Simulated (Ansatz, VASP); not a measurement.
# Cross-check of Te2Mo between VASP and Ansatz, part 2 of 2

Wanted: the spread between two codes on one cell, functional and k mesh.

VASP 6.6.1 and Ansatz 0.2.0.

So far: The structure; Ansatz: single point, PBE.

### Step 3. VASP: single point, PBE

Level of this step: PBE, no spin polarisation; plane waves and PAW (Te, Mo) (VASP).

The same cell, functional, mesh and smearing now go to VASP, with its own data sets and cutoff.

Lines of VASP's logs that name or quote its potential files are left out, and so is its time.

File INCAR:

```
SYSTEM = Te2Mo
PREC = Normal
ENCUT = 300
EDIFF = 1E-06
NELM = 120
ISMEAR = 0
SIGMA = 0.05
LREAL = .FALSE.
ALGO = Fast
GGA = PE
NBANDS = 64
LASPH = .TRUE.
LORBIT = 11
LWAVE = .FALSE.
LCHARG = .TRUE.
IDIPOL = 3
LDIPOL = .TRUE.
DIPOL = 0.5 0.5 0.506
LVHAR = .TRUE.
LVACPOTAV = .TRUE.
LELF = .TRUE.
NEDOS = 1500
```

File POSCAR:

```
Te2Mo
1.0
    3.5181997507      0.0000000000      0.0000000000
   -1.7590998754      3.0468503598      0.0000000000
    0.0000000000      0.0000000000     39.5655888000
Te Mo
8 4
Direct
    0.3333333300      0.6666666700      0.1895586600
    0.3333333300      0.6666666700      0.2806779600
    0.6666666700      0.3333333300      0.3661464500
    0.6666666700      0.3333333300      0.4572657500
    0.3333333300      0.6666666700      0.5465668087
    0.3333333300      0.6666666700      0.6383880031
    0.6666666700      0.3333333300      0.7371880170
    0.6666666700      0.3333333300      0.8291656558
    0.6666666700      0.3333333300      0.2351183100
    0.3333333300      0.6666666700      0.4117061000
    0.6666666700      0.3333333300      0.5924838665
    0.3333333300      0.6666666700      0.7832010491
```

File KPOINTS:

```
Automatic mesh
0
Gamma
6 6 1
0 0 0
```

PAW data sets: Te and Mo (PBE family, release 64).

Run with:

```console
> mpirun -np 2 vasp_std
```

Numbers of over 12 decimals in the logs are rounded to 6 here.

The log of the run:

```text
[banner, memory and clock lines left out]
running    2 mpi-ranks, on    1 nodes
 distrk:  each k-point on    2 cores,    1 groups
 distr:  one band on    1 cores,    2 groups

 POSCAR found type information on POSCAR TeMo
 POSCAR found :  2 types and      12 ions
 LDA part: xc-table for (Slater+PW92), standard interpolation
 POSCAR, INCAR and KPOINTS ok, starting setup
 FFT: planning ... GRIDC
 FFT: planning ... GRID_SOFT
 FFT: planning ... GRID
 WAVECAR not read
 entering main loop
       N       E                     dE             d eps       ncg     rms          rms(c)
DAV:   1     0.259750595929E+03    0.25975E+03   -0.19282E+04   896   0.589E+02
DAV:   2    -0.498159715305E+02   -0.30957E+03   -0.28678E+03  1176   0.144E+02
DAV:   3    -0.739838774587E+02   -0.24168E+02   -0.23623E+02  1104   0.406E+01
DAV:   4    -0.748109933097E+02   -0.82712E+00   -0.82594E+00  1184   0.810E+00
DAV:   5    -0.748295201014E+02   -0.18527E-01   -0.18526E-01  1184   0.137E+00    0.324E+01
RMM:   6    -0.730799876493E+02    0.17495E+01   -0.57431E+00   920   0.580E+00    0.137E+01
RMM:   7    -0.730422802879E+02    0.37707E-01   -0.31121E+00  1017   0.385E+00    0.981E+00
RMM:   8    -0.720841309751E+02    0.95815E+00   -0.17785E+00   969   0.351E+00    0.139E+00
RMM:   9    -0.720697448138E+02    0.14386E-01   -0.13363E-01  1054   0.126E+00    0.438E-01
RMM:  10    -0.720711108824E+02   -0.13661E-02   -0.23160E-02  1104   0.427E-01    0.350E-01
RMM:  11    -0.720708929396E+02    0.21794E-03   -0.41756E-03  1089   0.197E-01    0.199E-01
RMM:  12    -0.720706825596E+02    0.21038E-03   -0.16600E-03  1113   0.106E-01    0.642E-02
RMM:  13    -0.720706579903E+02    0.24569E-04   -0.34536E-04  1132   0.543E-02    0.318E-02
RMM:  14    -0.720706397294E+02    0.18261E-04   -0.87218E-05  1125   0.262E-02    0.178E-02
[...]
RMM:  18    -0.720707208229E+02   -0.25910E-04   -0.20170E-06   868   0.327E-03    0.283E-03
RMM:  19    -0.720707552500E+02   -0.34427E-04   -0.54394E-06   964   0.352E-03    0.205E-03
RMM:  20    -0.720707724378E+02   -0.17188E-04   -0.41285E-07   693   0.152E-03    0.126E-03
RMM:  21    -0.720708003848E+02   -0.27947E-04   -0.37700E-07   751   0.134E-03    0.994E-04
RMM:  22    -0.720708160442E+02   -0.15659E-04   -0.22963E-07   680   0.112E-03    0.833E-04
RMM:  23    -0.720708216893E+02   -0.56451E-05   -0.11197E-07   554   0.754E-04    0.705E-04
RMM:  24    -0.720708237651E+02   -0.20759E-05   -0.56531E-08   477   0.636E-04    0.204E-04
RMM:  25    -0.720708239905E+02   -0.22538E-06   -0.83776E-09   366   0.507E-04
|                                                                             |
|           W    W    AA    RRRRR   N    N  II  N    N   GGGG   !!!           |
|           W    W   A  A   R    R  NN   N  II  NN   N  G    G  !!!           |
|           W    W  A    A  R    R  N N  N  II  N N  N  G       !!!           |
|           W WW W  AAAAAA  RRRRR   N  N N  II  N  N N  G  GGG   !            |
|           WW  WW  A    A  R   R   N   NN  II  N   NN  G    G                |
|           W    W  A    A  R    R  N    N  II  N    N   GGGG   !!!           |
|                                                                             |
|     Did not find any points to average over, which means that no vacuum     |
|     field-free region was found. Please increase the size of  your cell     |
|     in the dimension of the dipole correction to obtain accurate            |
|     workfunction values.                                                    |
|                                                                             |

   1 F= -.72070824E+02 E0= -.72070824E+02  d E =-.749630E-11
```

OUTCAR, selected parts (step 3):

```text
ion  position               nearest neighbor table
   1  0.333  0.667  0.190-   9 2.72   9 2.72   9 2.72   2 3.61
   2  0.333  0.667  0.281-   9 2.72   9 2.72   9 2.72   1 3.61
   3  0.667  0.333  0.366-  10 2.72  10 2.72  10 2.72   4 3.61
   4  0.667  0.333  0.457-  10 2.72  10 2.72  10 2.72   3 3.61
   5  0.333  0.667  0.547-  11 2.73  11 2.73  11 2.73   6 3.63
   6  0.333  0.667  0.638-  11 2.72  11 2.72  11 2.72   5 3.63
   7  0.667  0.333  0.737-  12 2.73  12 2.73  12 2.73   8 3.64
   8  0.667  0.333  0.829-  12 2.73  12 2.73  12 2.73   7 3.64
   9  0.667  0.333  0.235-   1 2.72   2 2.72   1 2.72   2 2.72   1 2.72   2 2.72
  10  0.333  0.667  0.412-   4 2.72   3 2.72   4 2.72   3 2.72   4 2.72   3 2.72
  11  0.667  0.333  0.592-   6 2.72   6 2.72   6 2.72   5 2.73   5 2.73   5 2.73
  12  0.333  0.667  0.783-   8 2.73   8 2.73   8 2.73   7 2.73   7 2.73   7 2.73

  LATTYP: Found a hexagonal cell.
 ALAT       =     3.5181997507
 C/A-ratio  =    11.2459756704

 Subroutine GETGRP returns: Found  6 space group operations
 (whereof  6 operations were pure point group operations)

The static configuration has the point symmetry C_3v.

 Found      7 irreducible k-points:

   k-points           NKPTS =      7   k-points in BZ     NKDIM =      7   number of bands    NBANDS=     64

   dimension x,y,z NGX =    16 NGY =   16 NGZ =  168
   dimension x,y,z NGXF=    32 NGYF=   32 NGZF=  336

   ENCUT  =  300.0 eV  22.05 Ry    4.70 a.u.   4.97  4.97 55.88*2*pi/ulx,y,z

   NELECT =      72.0000    total number of electrons

 k-points in reciprocal lattice and weights: Automatic mesh
   0.00000000  0.00000000  0.00000000       0.028
   0.16666667  0.00000000  0.00000000       0.167
   0.33333333 -0.00000000  0.00000000       0.167
   0.50000000  0.00000000  0.00000000       0.083
   0.16666667  0.16666667  0.00000000       0.167
   0.33333333  0.16666667  0.00000000       0.333
   0.33333333  0.33333333  0.00000000       0.056

 dipolmoment           0.000000      0.000000      0.000203 electrons x Angstroem

 average (electrostatic) potential at core
       1 -90.7920       2 -90.8083       3 -90.8130       4 -90.8079       5 -90.7917
       6 -90.7851       7 -90.7769       8 -90.7711       9 -39.8514      10 -39.8514
      11 -39.8499      12 -39.8476

 E-fermi :   3.6643

 k-point     1 :       0.0000    0.0000    0.0000
  band No.  band energies     occupation
    ...
     32       2.5482      2.00000
     33       2.6114      2.00000
     34       3.0311      2.00000
     35       3.2803      2.00000
     36       3.4494      2.00000
     37       6.4734      0.00000
     38       6.4734      0.00000
     39       6.5199      0.00000
     40       6.5199      0.00000
     41       6.5520      0.00000
    ...

 k-point     2 :       0.1667    0.0000    0.0000
  band No.  band energies     occupation
    ...
     32       2.6702      2.00000
     33       2.6790      2.00000
     34       2.9650      2.00000
     35       3.0631      2.00000
     36       3.1497      2.00000
     37       5.3037      0.00000
     38       5.3690      0.00000
     39       5.4414      0.00000
     40       5.5186      0.00000
     41       5.5785      0.00000
    ...

 k-point     3 :       0.3333   -0.0000    0.0000
  band No.  band energies     occupation
    ...
     32       2.4373      2.00000
     33       2.6563      2.00000
     34       2.7246      2.00000
     35       2.7653      2.00000
     36       2.7919      2.00000
     37       4.6675      0.00000
     38       4.7767      0.00000
     39       4.9128      0.00000
     40       5.0522      0.00000
     41       5.0800      0.00000
    ...

  Total        3.1313179      3.1313179      2.1653658     -0.0000000     -0.0000000     -0.0000000
  in kB       11.8290127     11.8290127      8.1799869     -0.0000000     -0.0000000     -0.0000000
  external PRESSURE =      10.6126708 kB  Pullay stress =       0.0000000 kB

  energy-cutoff  :      300.00
  volume of cell :      424.12
      direct lattice vectors                 reciprocal lattice vectors
     3.518199751  0.000000000  0.000000000     0.284236277  0.164103891  0.000000000
    -1.759099875  3.046850360  0.000000000     0.000000000  0.328207782  0.000000000
     0.000000000  0.000000000 39.565588800     0.000000000  0.000000000  0.025274488

 POSITION                                       TOTAL-FORCE (eV/Angst)
 -----------------------------------------------------------------------------------
     -0.00000      2.03123      7.50000        -0.000000      0.000000     -0.201495
     -0.00000      2.03123     11.10519         0.000000      0.000000      0.132005
      1.75910      1.01562     14.48680         0.000000      0.000000     -0.126454
      1.75910      1.01562     18.09199        -0.000000      0.000000      0.166069
     -0.00000      2.03123     21.62524         0.000000      0.000000      0.023771
     -0.00000      2.03123     25.25820         0.000000      0.000000      0.019747
      1.75910      1.01562     29.16728         0.000000     -0.000000      0.030397
      1.75910      1.01562     32.80643         0.000000      0.000000     -0.020116
      1.75910      1.01562      9.30259        -0.000000     -0.000000     -0.057718
     -0.00000      2.03123     16.28939        -0.000000     -0.000000      0.016455
      1.75910      1.01562     23.44197        -0.000000      0.000000      0.019131
     -0.00000      2.03123     30.98781        -0.000000      0.000000     -0.001791
 -----------------------------------------------------------------------------------
    total drift:                               -0.000000     -0.000000     -0.000967

  FREE ENERGIE OF THE ION-ELECTRON SYSTEM (eV)
  ---------------------------------------------------
  free  energy   TOTEN  =       -72.0708239905 eV

  energy  without entropy=      -72.0708239905  energy(sigma->0) =      -72.07082399

 vacuum level on the upper side and lower side of the slab         8.222         8.219

 total charge
# of ion       s       p       d       tot
------------------------------------------
    1        1.385   1.980   0.061   3.426
    2        1.387   1.975   0.064   3.426
    3        1.387   1.975   0.064   3.425
    4        1.386   1.975   0.063   3.425
    5        1.386   1.971   0.062   3.419
    6        1.386   1.973   0.061   3.419
    7        1.386   1.972   0.060   3.418
    8        1.385   1.975   0.060   3.419
    9        0.361   0.442   4.418   5.221
   10        0.361   0.441   4.419   5.221
   11        0.358   0.435   4.401   5.194
   12        0.356   0.434   4.397   5.187
--------------------------------------------------
tot         12.523  17.548  18.130  48.201

[... 3 further parts left out ...]
```

### Step 4. Differences

Known differences besides the PAW data sets themselves: the data sets hold 184 valence electrons in Ansatz (default PAW (the set named soft_2) files) and 72 in VASP; the cutoff is 420 eV in Ansatz and 300 eV in VASP (PREC = Normal). Total energies have different zeros and are not compared.

The two programs side by side:

```tsv
quantity	Ansatz	VASP	difference
gap on the k mesh (eV)	0.966	0.968	-0.003
```

Forces on 10 of the 12 atoms, picked by the larger force of the two programs (eV/Å; atoms numbered as in POSCAR):

```tsv
atom	Ansatz x, y, z	VASP x, y, z
Te1	0.000, 0.000, -0.260	0.000, 0.000, -0.201
Te2	0.000, 0.000, 0.188	0.000, 0.000, 0.132
Te3	0.000, 0.000, -0.183	0.000, 0.000, -0.126
Te4	0.000, 0.000, 0.223	0.000, 0.000, 0.166
Te5	0.000, 0.000, -0.035	0.000, 0.000, 0.024
Te6	0.000, 0.000, 0.079	0.000, 0.000, 0.020
Te7	0.000, 0.000, -0.029	0.000, 0.000, 0.030
Te8	0.000, 0.000, 0.041	0.000, 0.000, -0.020
Mo9	0.000, 0.000, -0.057	0.000, 0.000, -0.058
Mo11	0.000, 0.000, 0.019	0.000, 0.000, 0.019
```

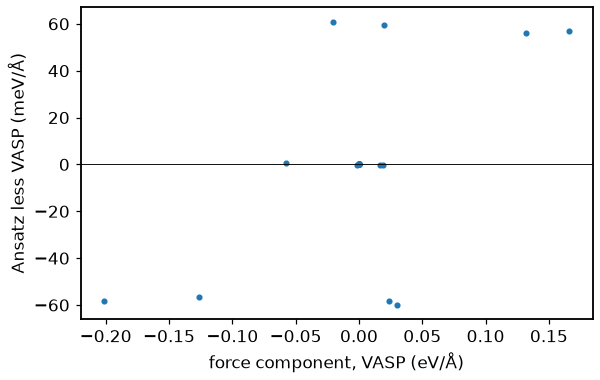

Difference of the force components against their size.

The forces differ by 28 meV/Å r.m.s., which is 50.2 % of the r.m.s. force of 0.05 eV/Å (both taken over all components).

### Step 5. What moves the difference

The difference is large enough to ask for its cause, so further runs change the set-up of one program at a time, as the table lists.

```tsv
run	r.m.s. force difference (meV/Å)
as above	28
Ansatz's larger PAW set (cutoff 640 eV)	28
norm-conserving potentials (cutoff 1120 eV)	29
```

### Step 6. Results

- r.m.s. force difference (single point, PBE): 28 meV/Å

The r.m.s. force difference is 28 meV/Å (single point, PBE), beyond the 12 meV/Å picked in this series as the mark of a large difference. For single point, PBE: no further run halves the r.m.s. force difference; only Ansatz's side was varied, and Ansatz's runs with other potentials lie closer to each other than to VASP, which for this quantity points to VASP's side; this was not tested here. Differences of this kind measure data sets and numerical settings, not the functional's error against experiment.

[Lines on the potential files, build, host, timing and source positions are cut from VASP's logs without a mark.]

[Logs are printed without paths, hosts, clocks, repeated set-up lines and the standing remarks that a program may print on its own settings, such as how far it seeks lower states.]

[Hosts, paths, dates, database ids (printed as entryN), source tags and the programs' standing remarks are cut or masked in the printed files.]
